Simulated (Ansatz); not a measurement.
**Cobalt, hcp under revPBE: from relaxation to bulk modulus**

Aim: take cobalt in the hcp structure, relax it, solve it on a dense k-mesh, switch on spin-orbit coupling, then scale the cell to 7 volumes from 88 to 112 % of the relaxed one and try a fit of the equation of state. The start is antiferromagnetic (alternate layers). The k-meshes are 14×14×8 for the relaxation; 23×23×13 for the dense run; 14×14×8 for spin-orbit coupling; 23×23×13 for the volumes. The starting cell is the deposited one, from the Crystallography Open Database.

Program: Ansatz 0.2.0. Level of theory: DFT revPBE, plane waves (420 eV) with PAW, scalar-relativistic; PAW files made under PBE, frozen cores solved again for the functional. These are calculated values, not measurements.

### 1 Starting point

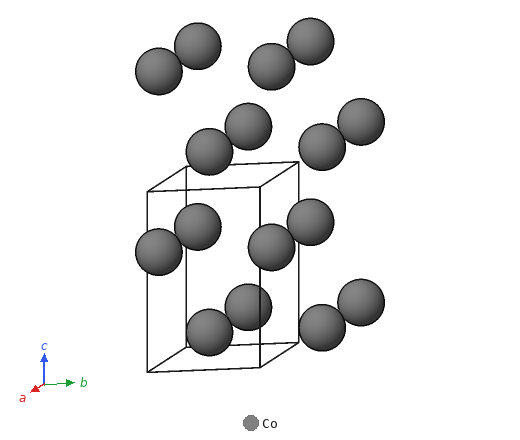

The structure, seen slightly off an axis (cobalt grey). 2×2×2 cells are drawn. Any atoms on the faces are drawn again on the opposite ones.

Coordinates:

```cif
data_structure
_symmetry_space_group_name_H-M 'P6_3/mmc'
_symmetry_Int_Tables_number 194
_cell_length_a 2.5071
_cell_length_b 2.5071
_cell_length_c 4.0686
_cell_angle_alpha 90.000
_cell_angle_beta 90.000
_cell_angle_gamma 120.000
_cell_volume 22.15
loop_
_atom_site_label
_atom_site_type_symbol
_atom_site_symmetry_multiplicity
_atom_site_Wyckoff_symbol
_atom_site_fract_x
_atom_site_fract_y
_atom_site_fract_z
_atom_site_occupancy
Co1 Co 2 c 0.33333 0.66667 0.25000 1
```

Starting moments (μB): +1.7, -1.7.

### 2 Relaxation of the cell

input.yaml reads:

```yaml
crystal:
  lattice:
    - [2.5070990085, 0.0, 0.0]
    - [-1.2535495042, 2.1712114311, 0.0]
    - [0.0, 0.0, 4.0686]
  atoms:
    - { symbol: Co, position: [0.3333333333, 0.6666666667, 0.25], spin: 1.7 }
    - { symbol: Co, position: [0.6666666667, 0.3333333333, 0.75], spin: -1.7 }
hamiltonian:
  xc: revpbe
  pseudopotentials:
    kind: paw
    azcp:
      Co: "pseudopotentials/Co.paw.azcp"
basis:
  ecutwfc: 420
  fft_grid_basis: typed
kpoints:
  mp_grid: { grid: [14, 14, 8], shift: [0, 0, 0] }
magnetization:
  spin_polarized: true
scf:
  occupations: { method: fermi_dirac, width: 0.05 }
relax:
  max_steps: 60
  f_tol: 0.01
  cell: {}
```

What it wrote (excerpt; [...] marks lines left out):

```text
Warning: RAYON_NUM_THREADS=4 ignored (pool sized by the plan → 4); use --threads N
[...]
Pseudopotentials: kind: paw
Pseudopotential: Co, paw, valence charge 17, recommended cutoff 420 eV (normal), <dir>
Functional definition: revPBE
[...]
Crystal: 2 atoms, lattice volume = 22.147 Å³
Basis set: ecut = 420 eV, 415 PW (Γ), exchange–correlation on 36×36×60 points (8 copies of the dense FFT grid, shifted against one another)
Bands: 23, of which v1, the nominal top of the filled ones, is band 17 counted from 1 (16 counted from 0)
Symmetry: 12 space group operations
Space group: P-6m2 (ITA 187), of the structure as read, at distance tolerance 2.8e-5 Å
Magnetic group: BNS 194.267 (UNI 1497), of the structure as read, at distance tolerance 2.8e-5 Å
k-points: 120 of 1568 (time reversal used)
[...]
Starting moments: Σ|m| = 3.4 μB on 2 of 2 sites
Starting magnetic order: antiferromagnet; an inversion exchanges its spin sublattices: spin-degenerate at every k-point
[...]
SCF iter   1: F=—  HF=-10258.204855 eV  |F-HF|=—  |Δ(HF+E_count)|=         —  Δρ=6.66e-2 (↑6.66e-2 ↓6.66e-2)  dr2=2.20e0  dr2_m=3.26e-2  M=-0.000 μB ∫|m|=3.170 μB  β_m=0.30  ethr=3.10e-3  ⟨swp⟩=5.5  Hψ=21032  notcnv=0  defer=11
[...]
WARN: the starting moments were not kept: 1 of 2 ended reversed and 1 kept their direction, counting a site from 0.1 μB. The largest reversed, site 1 (counted from 0, in the order of the report's site_moments_mub), started with -1.7 μB and closes at +1.7e0 μB in its sphere. The starting [...]
relax step   4: F+E_penalty+E_count = -10259.27128983 eV  Δ(F+E_penalty+E_count) = -2.624e-5 eV  max|allowed force component| = 3.701e-17 eV/Å  Δτ_max = 0.0000 Å  P = +0.025 GPa  Ω = 22.171 Å³  stress off target by 2.83e-2 GPa  SCF on the basis re-selected at this cell (its energy is not [...]
SCF converged after 9 iterations
Magnetization: 3.2760 μB (18.6380 up, 15.3620 down)
Absolute magnetization: 3.6433 μB (∫|ρ↑−ρ↓|, with the PAW one-centre terms)
Spin contamination: 0.0648 ħ² per cell (⟨S²⟩ above its minimum at these occupations)
Per-site moments (μB) at R_I (Å): [(1.7218210122497455, 1.02852463929309), (1.7218209826439341, 1.02852463929309)]
Free energy (F): -10259.271290 eV
[...]
E sigma→0 (E₀):  -10259.262813 eV
Entropy (-TS):   -0.016953 eV (-8.476 meV/atom)
Fermi energy:    18.321038 eV
[...]
--- Forces (eV/Å), atoms counted from 1 ---
  atom   1  Co    -0.00000000     0.00000000     0.00000000
  atom   2  Co    -0.00000000    -0.00000000    -0.00000000
[...]
--- Stress (GPa, compression-positive) ---
        0.022716       0.000000       0.000000
        0.000000       0.022716       0.000000
        0.000000       0.000000       0.028250
  P = ⅓ Tr σ = 0.0246 GPa (0.246 kbar)
--- Relaxed structure (3 steps of the walk, 3 accepted, 1 SCFs on fresh bases) ---
  F+E_penalty+E_count = -10259.27128983 eV   max|allowed force component| = 3.701e-17 eV/Å   (the final SCF, on the basis selected at the relaxed cell)
  cell:  # Å, volume = 22.1707 Å³
    - [2.5122596091836202, -2.892690873027983e-11, -1.0316293488887966e-33]
    - [-1.2561298045667586, 2.1756806424690445, 1.4092318978511216e-33]
    - [-1.6741609145358472e-33, 1.6741609145358472e-33, 4.056201603328069]
  atoms:
    - { symbol: Co, position: [0.3333333333333332, 0.6666666666666664, 0.24999999999999994] }
    - { symbol: Co, position: [0.6666666666666665, 0.3333333333333332, 0.7499999999999998] }
```

It took 35 s on 4 threads of an Arm CPU, shared host; peak memory 0.47 GiB.

Step by step:

| step | energy change (meV/atom) | largest force (eV/Å) | pressure (GPa) | volume (Å³/atom) |
| --- | --- | --- | --- | --- |
| 1 | 0.00 | 0.0000 | 0.23 | 11.074 |
| 2 | -0.10 | 0.0000 | 0.10 | 11.081 |
| 3 | -0.15 | 0.0000 | 0.02 | 11.085 |
| 4 | -0.17 | 0.0000 | 0.02 | 11.085 |

Steps that repeat a cell are solved on a basis chosen anew, so their changes of energy are no gain of the relaxation.

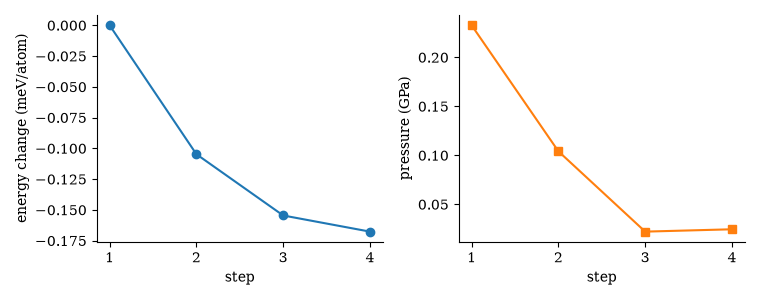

Energy and pressure over the accepted steps.

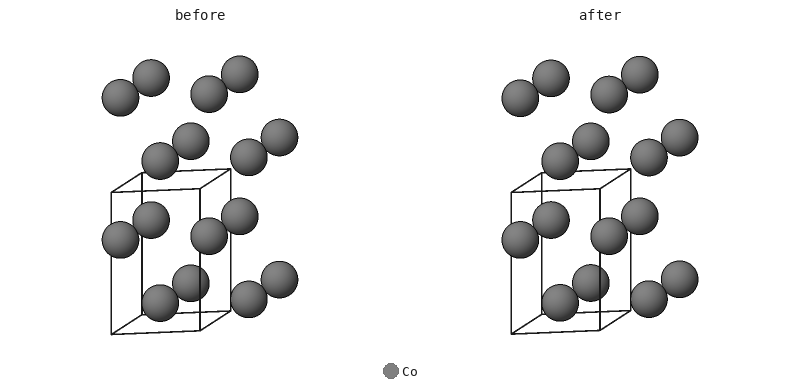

Start and end of the relaxation side by side. The cells drawn are those of the first picture.

The cell of the run, before and after:

|  | before | after | change |
| --- | --- | --- | --- |
| a (Å) | 2.507 | 2.512 | +0.2 % |
| b (Å) | 2.507 | 2.512 | +0.2 % |
| c (Å) | 4.069 | 4.056 | -0.3 % |
| volume (Å³/atom) | 11.074 | 11.085 | +0.1 % |
| shortest distance (Å) | 2.497 | 2.493 | -0.1 % |
| space group (spins left aside) | P6_3/mmc | P6_3/mmc | same |

### 3 The energy on a finer k-mesh

input.yaml reads:

```yaml
crystal:
  lattice:
    - [2.5122596092, 0.0, 0.0]
    - [-1.2561298046, 2.1756806425, 0.0]
    - [0.0, 0.0, 4.0562016033]
  atoms:
    - { symbol: Co, position: [0.3333333333, 0.6666666667, 0.25], spin: 1.722 }
    - { symbol: Co, position: [0.6666666667, 0.3333333333, 0.75], spin: 1.722 }
hamiltonian:
  xc: revpbe
  pseudopotentials:
    kind: paw
    azcp:
      Co: "pseudopotentials/Co.paw.azcp"
basis:
  ecutwfc: 420
  fft_grid_basis: typed
kpoints:
  mp_grid: { grid: [23, 23, 13], shift: [0, 0, 0] }
magnetization:
  spin_polarized: true
scf:
  occupations: { method: fermi_dirac, width: 0.05 }
```

What it wrote (excerpt; [...] marks lines left out):

```text
Warning: RAYON_NUM_THREADS=4 ignored (pool sized by the plan → 4); use --threads N
[...]
[... 3 set-up lines as earlier in the session ...]
[...]
Crystal: 2 atoms, lattice volume = 22.171 Å³
Basis set: ecut = 420 eV, 415 PW (Γ)
Bands: 23, of which v1, the nominal top of the filled ones, is band 17 counted from 1 (16 counted from 0)
Symmetry: 24 space group operations
Space group: P63/mmc (ITA 194), of the structure as read, at distance tolerance 2.8e-5 Å
Magnetic group: BNS 194.263 (UNI 1493), of the structure as read, at distance tolerance 2.8e-5 Å
k-points: 392 of 6877
[...]
Starting moments: Σ|m| = 3.444 μB on 2 of 2 sites
[...]
SCF iter   1: F=—  HF=-10258.619768 eV  |F-HF|=—  |Δ(HF+E_count)|=         —  Δρ=1.10e-1 (↑1.66e-2 ↓1.10e-1)  dr2=2.04e0  dr2_m=4.51e-1  M=3.471 μB ∫|m|=3.624 μB  β_m=0.30  ethr=3.10e-3  ⟨swp⟩=5.5  Hψ=68183  notcnv=0
[...]
SCF iter  10: F=-10259.275905 eV  HF=-10259.275905 eV  |F-HF|=1.27e-8  |Δ(HF+E_count)|=   6.44e-9  Δρ=9.87e-6 (↑1.61e-6 ↓9.87e-6)  dr2=1.68e-8  dr2_m=4.06e-9  M=3.257 μB ∫|m|=3.629 μB  ethr=9.31e-12  ⟨swp⟩=1.0  Hψ=52905  notcnv=0
[...]
SCF converged after 10 iterations
Magnetization: 3.2570 μB (18.6285 up, 15.3715 down)
Absolute magnetization: 3.6306 μB (∫|ρ↑−ρ↓|, with the PAW one-centre terms)
Spin contamination: 0.0652 ħ² per cell (⟨S²⟩ above its minimum at these occupations)
Per-site moments (μB) at R_I (Å): [(1.7135849144261626, 1.0285246392931489), (1.7135849144261628, 1.0285246392931489)]
Free energy (F): -10259.275905 eV
[...]
E sigma→0 (E₀):  -10259.268229 eV
Entropy (-TS):   -0.015351 eV (-7.676 meV/atom)
Fermi energy:    18.325943 eV
[...]
```

Run time: 13 s. Hardware: 4 threads of an Arm CPU, shared host; peak memory 0.6 GiB.

### 4 With spin-orbit coupling

input.yaml reads:

```yaml
crystal:
  lattice:
    - [2.5122596092, 0.0, 0.0]
    - [-1.2561298046, 2.1756806425, 0.0]
    - [0.0, 0.0, 4.0562016033]
  atoms:
    - { symbol: Co, position: [0.3333333333, 0.6666666667, 0.25], spin: 1.714, spin_axis: [0, 0, 1] }
    - { symbol: Co, position: [0.6666666667, 0.3333333333, 0.75], spin: 1.714, spin_axis: [0, 0, 1] }
hamiltonian:
  xc: revpbe
  pseudopotentials:
    kind: paw_fr
    azcp:
      Co: "pseudopotentials/Co.paw.azcp"
basis:
  ecutwfc: 420
  fft_grid_basis: typed
kpoints:
  mp_grid: { grid: [14, 14, 8], shift: [0, 0, 0] }
magnetization:
  noncollinear: true
  spin_orbit: true
scf:
  occupations: { method: fermi_dirac, width: 0.05 }
```

What it wrote (excerpt; [...] marks lines left out):

```text
Warning: RAYON_NUM_THREADS=4 ignored (pool sized by the plan → 4); use --threads N
[...]
Pseudopotentials: kind: paw_fr
Pseudopotential: Co, paw_fr, valence charge 17, recommended cutoff 420 eV (normal), <dir>
[... 1 set-up line as earlier in the session ...]
[...]
Crystal: 2 atoms, lattice volume = 22.171 Å³
Basis set: ecut = 420 eV, 415 PW (Γ)
Bands: 42, of which v1, the nominal top of the filled ones, is band 34 counted from 1 (33 counted from 0)
Symmetry: 12 space group operations + 12 with time reversal
Magnetic group: BNS 194.270 (UNI 1500), of the structure as read, at distance tolerance 2.8e-5 Å
k-points: 120 of 1568 (time reversal used)
Projection manifold: j_resolved (fully-relativistic pseudo-atomic orbitals)
[...]
Starting moments: Σ|m| = 3.428 μB on 2 of 2 sites
[...]
SCF iter   1: F=—  HF=-10259.620600 eV  |F-HF|=—  |Δ(HF+E_count)|=         —  Δρ=6.31e-2  dr2=1.64e-1  dr2_m=2.02e-1  ethr=4.39e-4  |M|=3.16e0 ∫|m|=3.24e0 μB  |m|>n=0.0e0 m-floor=0.0e0 τ_xc=3.3e-15 mc-row=0.0e0  β_m=1.00  ⟨swp⟩=1.1  Hψ=31450  notcnv=0
[...]
spin-set hold released at iteration 9 (site moments contracting): the magnetisation degrees of freedom join the quasi-Newton model from the next iteration; the mixer history was flushed
[...]
SCF iter  15: F=-10259.771788 eV  HF=-10259.771788 eV  |F-HF|=2.07e-10  |Δ(HF+E_count)|=   4.25e-8  Δρ=2.73e-6  dr2=3.59e-10  dr2_m=3.83e-10  ethr=5.44e-11  |M|=3.27e0 ∫|m|=3.64e0 μB  |m|>n=0.0e0 m-floor=0.0e0 τ_xc=2.6e-4 mc-row=0.0e0  ⟨swp⟩=2.9  Hψ=10095  notcnv=0
[...]
SCF converged after 15 iterations
Magnetization: |M| = 3.2711 μB,  M = (-0.0000, -0.0000, +3.2711) μB
Absolute magnetization: 3.6369 μB (∫|m|, with the PAW one-centre terms)
  site 0: m = (-0.0000, -0.0000, +1.7191) μB, |m| = 1.7191 μB  (R = 1.03 Å)
  site 1: m = (-0.0000, -0.0000, +1.7191) μB, |m| = 1.7191 μB  (R = 1.03 Å)
Free energy (F): -10259.771788 eV
[...]
E sigma→0 (E₀):  -10259.763321 eV
Entropy (-TS):   -0.016935 eV (-8.468 meV/atom)
Fermi energy:    18.324300 eV
[...]
```

It took 25 s on 4 threads of an Arm CPU, shared host; peak memory 0.57 GiB.

Side by side:

```csv
,scalar-relativistic,with spin-orbit coupling
k-mesh,23×23×13,14×14×8
gap on the mesh,none (levels filled in part),none (levels filled in part)
magnetic state,ferromagnetic,ferromagnetic
```

The meshes differ, so small differences between the columns need not come from spin-orbit coupling.

### 5 The cell scaled to 88 % of its volume

input.yaml reads:

```yaml
crystal:
  lattice:
    - [2.4074581155, 0.0, 0.0]
    - [-1.2037290577, 2.0849198866, 0.0]
    - [0.0, 0.0, 3.8869929813]
  atoms:
    - { symbol: Co, position: [0.3333333333, 0.6666666667, 0.25], spin: 1.714 }
    - { symbol: Co, position: [0.6666666667, 0.3333333333, 0.75], spin: 1.714 }
hamiltonian:
  xc: revpbe
  pseudopotentials:
    kind: paw
    azcp:
      Co: "pseudopotentials/Co.paw.azcp"
basis:
  ecutwfc: 420
  fft_grid_basis: typed
kpoints:
  mp_grid: { grid: [23, 23, 13], shift: [0, 0, 0] }
magnetization:
  spin_polarized: true
scf:
  occupations: { method: fermi_dirac, width: 0.05 }
output:
  stress: true
```

What it wrote (excerpt; [...] marks lines left out):

```text
Warning: RAYON_NUM_THREADS=4 ignored (pool sized by the plan → 4); use --threads N
[...]
[... 3 set-up lines as earlier in the session ...]
[...]
Crystal: 2 atoms, lattice volume = 19.510 Å³
Basis set: ecut = 420 eV, 379 PW (Γ)
Bands: 23, of which v1, the nominal top of the filled ones, is band 17 counted from 1 (16 counted from 0)
[... 1 set-up line as earlier in the session ...]
Space group: P63/mmc (ITA 194), of the structure as read, at distance tolerance 2.7e-5 Å
Magnetic group: BNS 194.263 (UNI 1493), of the structure as read, at distance tolerance 2.7e-5 Å
k-points: 392 of 6877
[...]
Starting moments: Σ|m| = 3.428 μB on 2 of 2 sites
[...]
SCF iter   1: F=—  HF=-10258.111347 eV  |F-HF|=—  |Δ(HF+E_count)|=         —  Δρ=1.02e-1 (↑6.01e-2 ↓1.02e-1)  dr2=2.92e0  dr2_m=9.50e-2  M=3.086 μB ∫|m|=3.198 μB  β_m=0.30  ethr=3.10e-3  ⟨swp⟩=5.3  Hψ=67847  notcnv=0
[...]
SCF iter  10: F=-10259.025521 eV  HF=-10259.025521 eV  |F-HF|=8.44e-10  |Δ(HF+E_count)|=  2.86e-10  Δρ=2.41e-6 (↑1.42e-6 ↓2.41e-6)  dr2=1.01e-9  dr2_m=4.54e-11  M=3.081 μB ∫|m|=3.379 μB  ethr=2.56e-12  ⟨swp⟩=1.1  Hψ=53246  notcnv=0
[...]
SCF converged after 10 iterations
Magnetization: 3.0811 μB (18.5406 up, 15.4594 down)
Absolute magnetization: 3.3807 μB (∫|ρ↑−ρ↓|, with the PAW one-centre terms)
Spin contamination: 0.0476 ħ² per cell (⟨S²⟩ above its minimum at these occupations)
Per-site moments (μB) at R_I (Å): [(1.6098201532265592, 0.9856186760409097), (1.6098201532265595, 0.9856186760409097)]
Free energy (F): -10259.025521 eV
[...]
E sigma→0 (E₀):  -10259.019246 eV
Entropy (-TS):   -0.012550 eV (-6.275 meV/atom)
Fermi energy:    21.292347 eV
[...]
--- Stress (GPa, compression-positive) ---
       34.372623      -0.000000      -0.000000
       -0.000000      34.372623       0.000000
       -0.000000       0.000000      34.813313
  P = ⅓ Tr σ = 34.5195 GPa (345.195 kbar)
```

Wall time 13 s (4 threads of an Arm CPU, shared host); peak memory 0.59 GiB.

### 6 The cell scaled to 92 % of its volume

Edit input.yaml of step 5 so:

```diff
@@ -2,5 +2,5 @@
   lattice:
-    - [2.4074581155, 0.0, 0.0]
-    - [-1.2037290577, 2.0849198866, 0.0]
-    - [0.0, 0.0, 3.8869929813]
+    - [2.4433956245, 0.0, 0.0]
+    - [-1.2216978122, 2.1160426823, 0.0]
+    - [0.0, 0.0, 3.9450163563]
   atoms:
```

What it wrote (excerpt; [...] marks lines left out):

```text
Warning: RAYON_NUM_THREADS=4 ignored (pool sized by the plan → 4); use --threads N
[...]
[... 3 set-up lines as earlier in the session ...]
[...]
Crystal: 2 atoms, lattice volume = 20.397 Å³
Basis set: ecut = 420 eV, 391 PW (Γ)
Bands: 23, of which v1, the nominal top of the filled ones, is band 17 counted from 1 (16 counted from 0)
[... 2 set-up lines as earlier in the session ...]
Magnetic group: BNS 194.263 (UNI 1493), of the structure as read, at distance tolerance 2.7e-5 Å
k-points: 392 of 6877
[...]
Starting moments: Σ|m| = 3.428 μB on 2 of 2 sites
[...]
SCF iter   1: F=—  HF=-10258.389639 eV  |F-HF|=—  |Δ(HF+E_count)|=         —  Δρ=1.08e-1 (↑4.10e-2 ↓1.08e-1)  dr2=2.60e0  dr2_m=2.17e-1  M=3.255 μB ∫|m|=3.381 μB  β_m=0.30  ethr=3.10e-3  ⟨swp⟩=5.3  Hψ=67609  notcnv=0
[...]
SCF iter  10: F=-10259.175137 eV  HF=-10259.175137 eV  |F-HF|=1.24e-10  |Δ(HF+E_count)|=   4.72e-9  Δρ=5.69e-7 (↑4.16e-7 ↓5.69e-7)  dr2=1.21e-10  dr2_m=2.33e-12  M=3.135 μB ∫|m|=3.460 μB  ethr=8.96e-11  ⟨swp⟩=2.0  Hψ=53578  notcnv=0
[...]
SCF converged after 10 iterations
Magnetization: 3.1349 μB (18.5674 up, 15.4326 down)
Absolute magnetization: 3.4614 μB (∫|ρ↑−ρ↓|, with the PAW one-centre terms)
Spin contamination: 0.0534 ħ² per cell (⟨S²⟩ above its minimum at these occupations)
Per-site moments (μB) at R_I (Å): [(1.6425485031918972, 1.0003315716747714), (1.642548503191896, 1.0003315716747714)]
Free energy (F): -10259.175137 eV
[...]
E sigma→0 (E₀):  -10259.168775 eV
Entropy (-TS):   -0.012724 eV (-6.362 meV/atom)
Fermi energy:    20.219314 eV
[...]
--- Stress (GPa, compression-positive) ---
       19.887016      -0.000000       0.000000
       -0.000000      19.887016       0.000000
        0.000000       0.000000      20.501515
  P = ⅓ Tr σ = 20.0918 GPa (200.918 kbar)
```

Run time: 13 s. Hardware: 4 threads of an Arm CPU, shared host; peak memory 0.6 GiB.

### 7 The cell scaled to 96 % of its volume

Edit input.yaml of step 6 so:

```diff
@@ -2,5 +2,5 @@
   lattice:
-    - [2.4433956245, 0.0, 0.0]
-    - [-1.2216978122, 2.1160426823, 0.0]
-    - [0.0, 0.0, 3.9450163563]
+    - [2.4783059928, 0.0, 0.0]
+    - [-1.2391529964, 2.1462759481, 0.0]
+    - [0.0, 0.0, 4.001381348]
   atoms:
```

What it wrote (excerpt; [...] marks lines left out):

```text
Warning: RAYON_NUM_THREADS=4 ignored (pool sized by the plan → 4); use --threads N
[...]
[... 3 set-up lines as earlier in the session ...]
[...]
Crystal: 2 atoms, lattice volume = 21.284 Å³
Basis set: ecut = 420 eV, 391 PW (Γ)
Bands: 23, of which v1, the nominal top of the filled ones, is band 17 counted from 1 (16 counted from 0)
[... 2 set-up lines as earlier in the session ...]
Magnetic group: BNS 194.263 (UNI 1493), of the structure as read, at distance tolerance 2.8e-5 Å
k-points: 392 of 6877
[...]
Starting moments: Σ|m| = 3.428 μB on 2 of 2 sites
[...]
SCF iter   1: F=—  HF=-10258.550377 eV  |F-HF|=—  |Δ(HF+E_count)|=         —  Δρ=1.10e-1 (↑2.73e-2 ↓1.10e-1)  dr2=2.31e0  dr2_m=3.39e-1  M=3.370 μB ∫|m|=3.510 μB  β_m=0.30  ethr=3.10e-3  ⟨swp⟩=5.4  Hψ=67962  notcnv=0
[...]
SCF iter  10: F=-10259.253440 eV  HF=-10259.253440 eV  |F-HF|=8.99e-10  |Δ(HF+E_count)|=   1.75e-9  Δρ=1.52e-6 (↑1.52e-6 ↓1.44e-6)  dr2=8.58e-10  dr2_m=2.26e-12  M=3.186 μB ∫|m|=3.537 μB  ethr=2.66e-12  ⟨swp⟩=1.0  Hψ=52351  notcnv=0
[...]
SCF converged after 10 iterations
Magnetization: 3.1859 μB (18.5930 up, 15.4070 down)
Absolute magnetization: 3.5381 μB (∫|ρ↑−ρ↓|, with the PAW one-centre terms)
Spin contamination: 0.0592 ħ² per cell (⟨S²⟩ above its minimum at these occupations)
Per-site moments (μB) at R_I (Å): [(1.6735003367387797, 1.0146239536628308), (1.6735003367387797, 1.0146239536628308)]
Free energy (F): -10259.253440 eV
[...]
E sigma→0 (E₀):  -10259.246526 eV
Entropy (-TS):   -0.013827 eV (-6.914 meV/atom)
Fermi energy:    19.234935 eV
[...]
--- Stress (GPa, compression-positive) ---
        8.459361      -0.000000       0.000000
       -0.000000       8.459361       0.000000
        0.000000       0.000000       9.120031
  P = ⅓ Tr σ = 8.6796 GPa (86.796 kbar)
```

It took 13 s on 4 threads of an Arm CPU, shared host; peak memory 0.6 GiB.

### 8 The cell scaled to 100 % of its volume

Edit input.yaml of step 7 so:

```diff
@@ -2,5 +2,5 @@
   lattice:
-    - [2.4783059928, 0.0, 0.0]
-    - [-1.2391529964, 2.1462759481, 0.0]
-    - [0.0, 0.0, 4.001381348]
+    - [2.5122596092, 0.0, 0.0]
+    - [-1.2561298046, 2.1756806425, 0.0]
+    - [0.0, 0.0, 4.0562016033]
   atoms:
```

What it wrote (excerpt; [...] marks lines left out):

```text
Warning: RAYON_NUM_THREADS=4 ignored (pool sized by the plan → 4); use --threads N
[...]
[... 3 set-up lines as earlier in the session ...]
[...]
Crystal: 2 atoms, lattice volume = 22.171 Å³
Basis set: ecut = 420 eV, 415 PW (Γ)
Bands: 23, of which v1, the nominal top of the filled ones, is band 17 counted from 1 (16 counted from 0)
[... 2 set-up lines as earlier in the session ...]
Magnetic group: BNS 194.263 (UNI 1493), of the structure as read, at distance tolerance 2.8e-5 Å
k-points: 392 of 6877
[...]
Starting moments: Σ|m| = 3.428 μB on 2 of 2 sites
[...]
SCF iter   1: F=—  HF=-10258.620810 eV  |F-HF|=—  |Δ(HF+E_count)|=         —  Δρ=1.11e-1 (↑1.58e-2 ↓1.11e-1)  dr2=2.04e0  dr2_m=4.69e-1  M=3.469 μB ∫|m|=3.622 μB  β_m=0.30  ethr=3.10e-3  ⟨swp⟩=5.5  Hψ=68182  notcnv=0
[...]
SCF iter  10: F=-10259.275905 eV  HF=-10259.275905 eV  |F-HF|=9.66e-9  |Δ(HF+E_count)|=   5.71e-9  Δρ=8.58e-6 (↑1.43e-6 ↓8.58e-6)  dr2=1.29e-8  dr2_m=2.99e-9  M=3.257 μB ∫|m|=3.629 μB  ethr=3.47e-12  ⟨swp⟩=1.0  Hψ=53004  notcnv=0
[...]
SCF converged after 10 iterations
Magnetization: 3.2570 μB (18.6285 up, 15.3715 down)
Absolute magnetization: 3.6306 μB (∫|ρ↑−ρ↓|, with the PAW one-centre terms)
Spin contamination: 0.0652 ħ² per cell (⟨S²⟩ above its minimum at these occupations)
Per-site moments (μB) at R_I (Å): [(1.7135864574813724, 1.0285246392931489), (1.7135864574813722, 1.0285246392931489)]
Free energy (F): -10259.275905 eV
[...]
E sigma→0 (E₀):  -10259.268229 eV
Entropy (-TS):   -0.015351 eV (-7.676 meV/atom)
Fermi energy:    18.325935 eV
[...]
--- Stress (GPa, compression-positive) ---
       -0.337067       0.000000       0.000000
        0.000000      -0.337067       0.000000
        0.000000       0.000000       0.170543
  P = ⅓ Tr σ = -0.1679 GPa (-1.679 kbar)
```

Wall time 13 s (4 threads of an Arm CPU, shared host); peak memory 0.61 GiB.

(Part 1 of 2 ends here.)
